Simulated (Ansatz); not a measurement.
Consider Ti3Al5.

The calculation's input:

```
crystal:
  lattice:
    - [3.8854354559, 0.0, 0.0]
    - [0.0, 4.0017892636, 0.0]
    - [0.0, 0.0, 8.052437221]
  atoms:
    - { symbol: Ti, position: [0.0, 0.5, 0.2646132914] }
    - { symbol: Ti, position: [0.0, 0.5, 0.7353867086] }
    - { symbol: Ti, position: [0.5, 0.5, 0.0] }
    - { symbol: Al, position: [0.0, 0.0, 0.0] }
    - { symbol: Al, position: [0.0, 0.0, 0.5] }
    - { symbol: Al, position: [0.5, 0.5, 0.5] }
    - { symbol: Al, position: [0.5, 0.0, 0.2417027397] }
    - { symbol: Al, position: [0.5, 0.0, 0.7582972603] }
basis:
  ecutwfc: 420
kpoints:
  mp_grid: { grid: [10, 8, 4] }
hamiltonian:
  xc: pbesol
scf:
  occupations: { method: gaussian, width: 0.15 }
output:
  forces: true
  stress: true
  eigenvalues: true
  write_density: true
  write_potential: true
  elf: true
  volumetric_format: npy
```

Run with:

```sh
ansatz run input.yaml --threads 2 --pin off --max-ram 5120MiB --backend cpu --events-out ev --progress --plain --runs-dir out
```

Below, planes, directions and counts refer to the conventional cell (a = 3.89 Å, b = 4.00 Å, c = 8.05 Å, α = 90.00°, β = 90.00°, γ = 90.00°).

Space group Pmmm; a structure from a database of computed crystals, not necessarily the ambient phase; computed without spin polarisation.

Level of theory: Ansatz 0.2.0, DFT PBEsol, scalar-relativistic, plane waves, PAW.

### What will maps of the valence pseudo-density and electron localisation function show?

Ti–Al (2.71 Å): ρ at the midpoint is about 0.23 e/Å³; the ELF is about 0.35 at the midpoint.
Al–Al (2.75 Å): the density is about 0.24 e/Å³ at the midpoint; the ELF peaks at about 0.70 between the atoms.
Ti–Ti (2.88 Å): the density is about 0.22 e/Å³ at the midpoint; the ELF is about 0.35 at the midpoint.

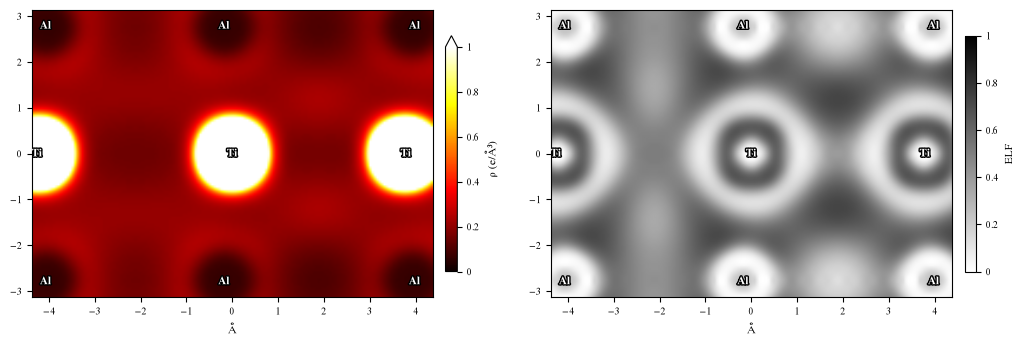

Computed valence pseudo-density and electron localisation function on the (110) plane of the conventional cell, in this order. 

In a PAW calculation such maps are meaningful between the atoms, not at the nuclei.
